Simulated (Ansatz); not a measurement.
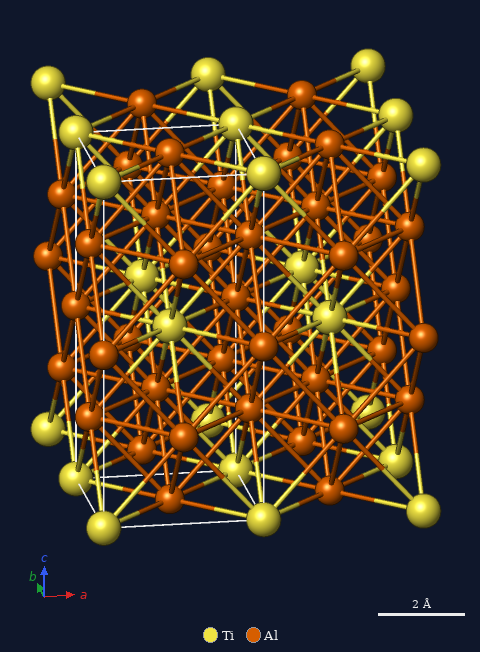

Reference structure: a crystal of TiAl₃ (set up in I4/mmm). The picture is a ball-and-stick view of the conventional cell (2 times the calculation's cell), repeated 2 × 2 × 1 with one cell outlined, seen from a free direction. Lengths and directions refer to the drawn axes.

Level of theory: DFT PBEsol, scalar-relativistic, plane waves, PAW in Ansatz. (plane-wave cutoff 420 eV; k-point mesh 16 × 16 × 16; occupations gaussian; smearing width 0.1 eV; no spin polarisation)

Now this is done to it. The volume is changed by +10.0 %. The cell's shape and the atoms are relaxed at that volume.

### Predict the response.

It costs 46.2 meV per atom. Pressure: 0.0 GPa before, −8.7 GPa after. The drawn cell changes as follows: a = b 3.816 → 3.934 Å (+3.1 %), c 8.554 → 8.853 Å (+3.5 %); the volume changes by +10.0 %. The atoms keep their places relative to the cell (all moves are under 0.005 Å). Some distances before and after: Al–Al 2.866 → 2.961 Å, Al–Ti 2.866 → 2.961 Å, Al–Ti 2.698 → 2.781 Å, Al–Al 2.698 → 2.781 Å. The space group stays I4/mmm (No. 139).

Drawn alike, the variant:

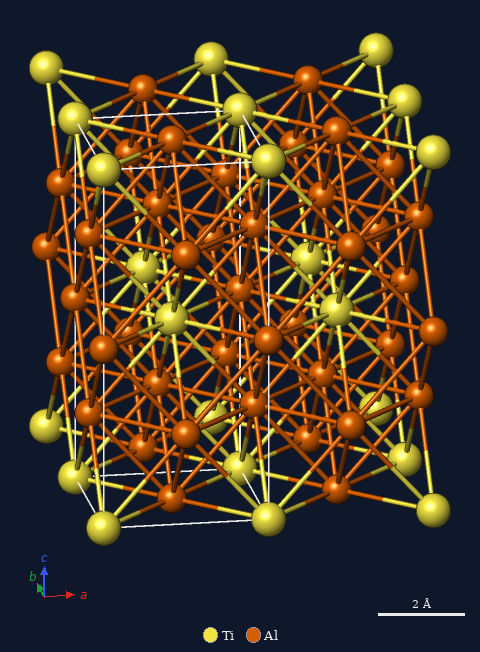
